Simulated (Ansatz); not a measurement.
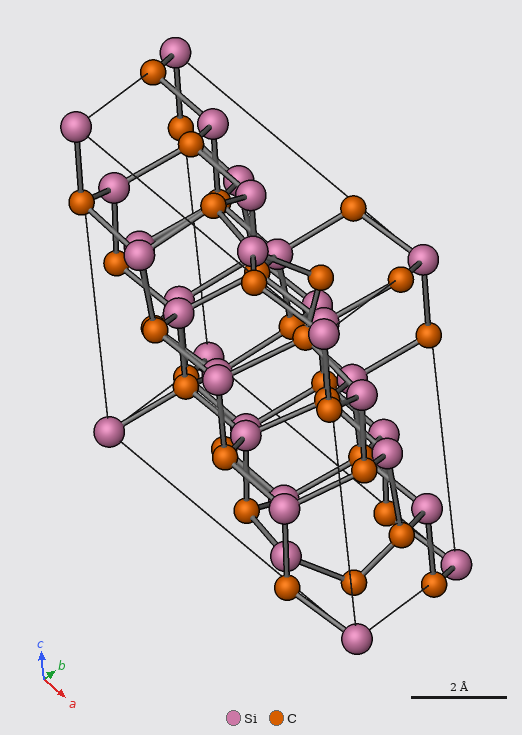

The figure gives a ball-and-stick picture of the atoms, viewed slightly off an axis. One simulation cell is outlined, and atoms on its boundary appear in each equivalent place.

The solid is Si16C17. Content of the cell: 16 Si, 17 C (Z = 1). The bonds build a three-dimensional framework.

Its origin is a structure listed in the Materials Project, repeated into a supercell with a point defect put in. The atoms were relaxed in a fixed cell with DFT PBE, scalar-relativistic, plane waves, PAW in Ansatz.
